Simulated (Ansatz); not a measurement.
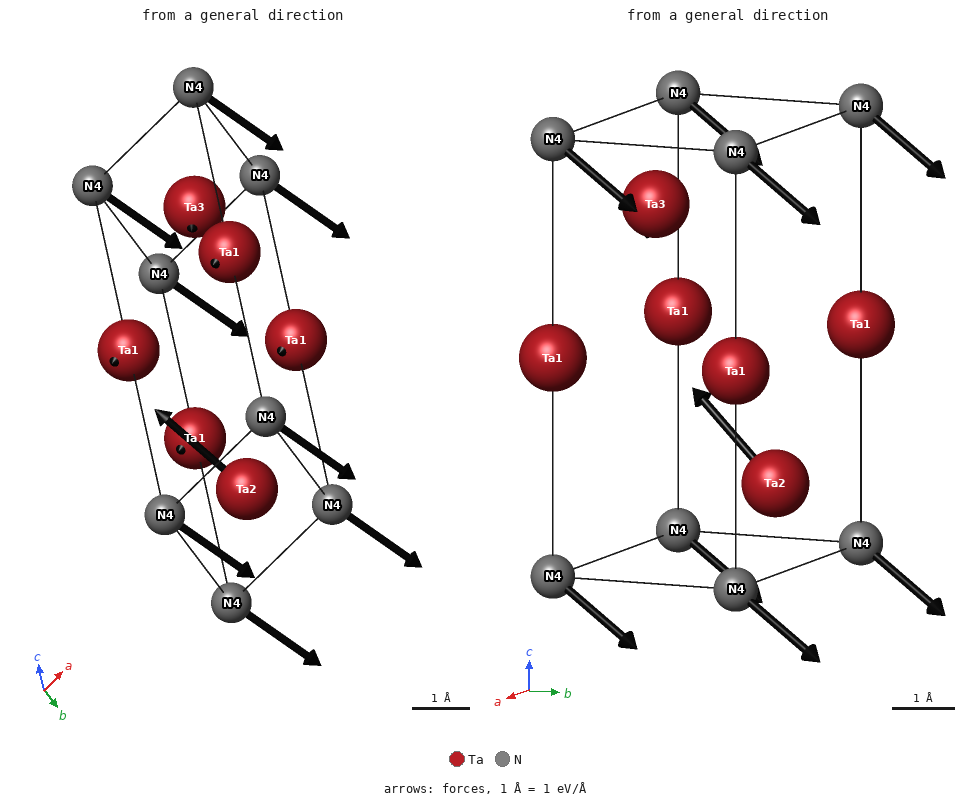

Drawn in the spheres-only manner and seen from two general directions. The outline marks the simulation cell. The arrows are the computed forces on the atoms.

System: Ta3N. All computed values are from DFT PBEsol, scalar-relativistic, plane waves, PAW in Ansatz 0.2.0. Settings: E_cut = 420 eV, k-points on a 15×15×6 grid, Gaussian smearing of 0.1 eV, no spin polarisation.

Are the atoms in equilibrium?

No. The atoms still feel forces of up to about 1.7 eV/Å, far above a usual threshold of 0.01 to 0.03 eV/Å.

On which atom is the force largest?

Ta2 and N4, about 1.7 eV/Å.

The initial geometry was a structure listed in the Materials Project. The cell was then strained or its atoms displaced on purpose. Ansatz was used for an electronic-structure calculation on it.
